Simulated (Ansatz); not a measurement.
# TiC$_{27}$ (cell with a defect): what the fields show

```xyz
28
Lattice="-4.9330 -4.2721 0.0000 1.2333 -6.4082 0.0000 -1.2333 -3.5601 8.5757" Properties=species:S:1:pos:R:3 pbc="T T T"
Ti   -3.6997  -12.1043    7.9227
C    -4.9285   -9.9448    6.5413
C    -2.4629   -9.9596    6.5160
C    -3.6941   -7.8396    6.5160
C    -1.2425   -7.8335    6.5160
C    -2.4485   -5.7118    6.5413
C    -1.2558   -3.5679    6.5413
C    -2.4665   -8.5443    6.4251
C    -3.6340   -6.4506    6.6994
C    -1.2211   -6.4052    6.5145
C    -2.4701   -4.2842    6.5145
C    -4.9417   -8.5351    6.5145
C    -0.0696   -8.5800    6.6994
C    -3.6960  -10.6021    6.6994
C    -4.9330   -5.6962    1.9253
C    -0.0011   -5.6960    1.9285
C    -2.4676   -9.9744    1.9113
C    -3.7045   -7.8283    1.9113
C    -1.2275   -7.8301    1.9113
C    -2.4658   -5.6953    1.9285
C    -1.2329   -3.5611    1.9285
C    -2.4665   -8.5443    1.9091
C    -3.7004   -6.4043    1.9224
C    -1.2317   -6.4050    1.9257
C    -2.4645   -4.2750    1.9257
C    -0.0036   -4.2724    1.9257
C    -1.2296   -2.1374    1.9224
C    -3.7028  -10.6828    1.9224
```

Computed without spin polarisation.

These are results of DFT PBE, scalar-relativistic, plane waves, PAW (Ansatz 0.2.0), not measurements.

In a PAW calculation such maps are meaningful between the atoms, not at the nuclei.

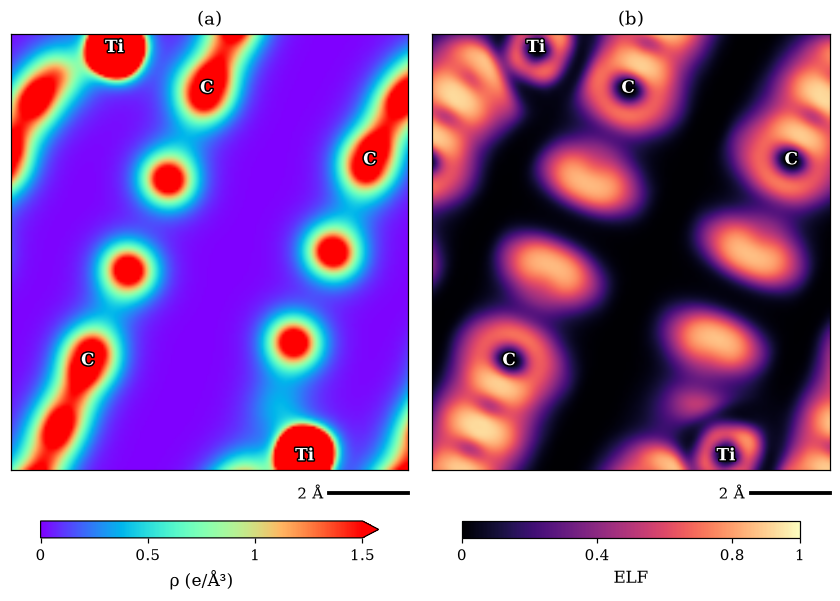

Figure 1. (a) valence electron density; (b) electron localisation function on the (11̄0) plane of the calculation cell.

Q: Interpret the plot.

A:
- The plane passes through Ti and C nuclei.
- Atoms just off the plane (C, 0.5 Å away) can leave unmarked features too.
- Between the atoms the lowest density in this plane is 0.002 e/Å³.
- The features right at Ti lie inside the PAW spheres, where the map follows smoothed inner orbitals and isn't to be read closely.

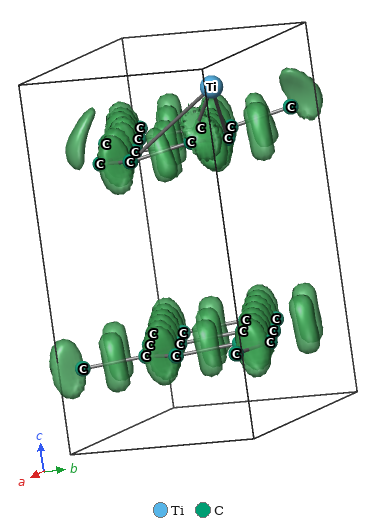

Figure 2. Isosurface of the ELF at 0.8 (green), seen slightly off an axis. Core shells and regions of very low density are left out. Sticks mark near contacts.

Q: What do the ELF domains correspond to?

A: At this value the surface marks out 39 regions between bonded C–C atoms (shared pairs) and three lobes of the valence shell of C pointing towards Ti (polar bonds), counted in one cell of 28 atoms. Any copies at cell faces, edges or corners count once. Profiles from the grid: C–C (1.40 Å): the ELF peaks at about 0.95 between the atoms, as expected for a covalent bond. Ti–C (1.94 Å): the ELF peaks at about 0.90 in the valence shell of C, 0.6 Å from its nucleus, and is about 0.55 at the midpoint.
